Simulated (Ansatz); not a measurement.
System: GaH$_{3}$.

```cif
data_structure
_symmetry_space_group_name_H-M 'P 1'
_symmetry_Int_Tables_number 1
_cell_length_a 3.0165
_cell_length_b 3.0165
_cell_length_c 3.0165
_cell_angle_alpha 90.000
_cell_angle_beta 90.000
_cell_angle_gamma 90.000
_cell_volume 27.45
loop_
_atom_site_label
_atom_site_type_symbol
_atom_site_fract_x
_atom_site_fract_y
_atom_site_fract_z
_atom_site_occupancy
Ga1 Ga 0.00000 0.00000 0.00000 1
H1 H 0.00000 0.50000 0.50000 1
H2 H 0.50000 0.00000 0.50000 1
H3 H 0.50000 0.50000 0.00000 1
```

Space group Pm-3m; started from the Cu3Au (L1_2)_221 prototype, which need not be the ambient phase.

Computed with DFT PBE, scalar-relativistic, plane waves, PAW (Ansatz 0.2.0).

Q: What can the converged valence pseudo-density and electron localisation function tell about the bonding?

A: Ga–H (2.13 Å): ρ at the midpoint is about 0.3 e/Å³; the ELF climbs to about 1 towards the hydrogen.

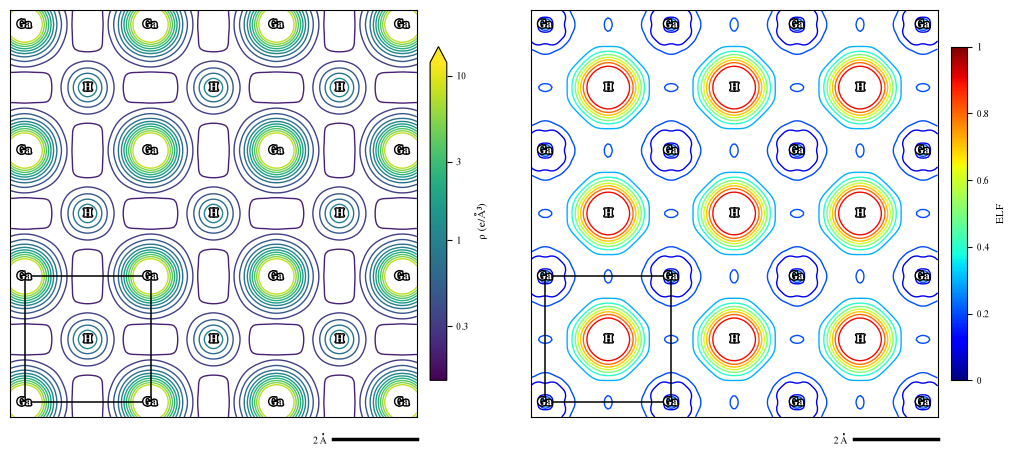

Computed valence pseudo-density and electron localisation function on the (010) plane of the conventional cell, in this order. 

The density is the valence pseudo-density of a PAW calculation; it isn't the true density close to the nuclei.
